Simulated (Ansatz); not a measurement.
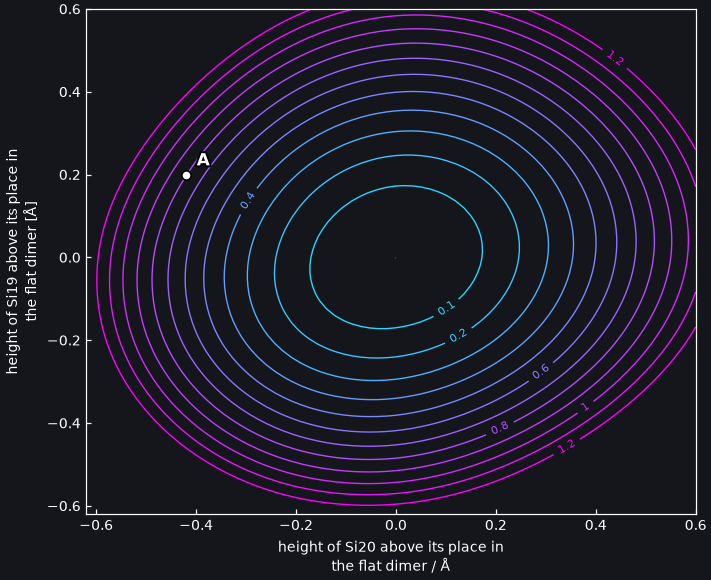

A SiC(100) slab cut from the F-43m phase, its lower face capped with 8 H atoms (28 atoms in the cell). Two atoms of the surface dimers are held at set heights. First axis: height of Si20 above its place in the flat dimer. Second axis: height of Si19 above its place in the flat dimer. Relaxed at each point: all atoms of the upper layers, but for the two heights. The scan uses a 7 × 7 grid; 28 points were computed and 21 follow by symmetry. Points are written as (first, second). Energies are in eV, from the lowest grid point. These are results of Ansatz 0.2.0, DFT LDA, scalar-relativistic, plane waves, PAW, not measurements. Settings: cutoff 420 eV, k-mesh 4×4×1, gaussian smearing 0.05 eV, no spin polarisation.

In the figure: contour lines labelled in eV (none above 1.2), the point A. Between grid points the surface is interpolated.

Question: Is A at rest? If not, where is it pushed?

Answer: A, at (−0.42 Å, 0.20 Å), is not a stationary point. The computed force is 2.9 eV for each Å towards larger values of the first coordinate and 1.6 eV for each Å towards smaller values of the second coordinate.
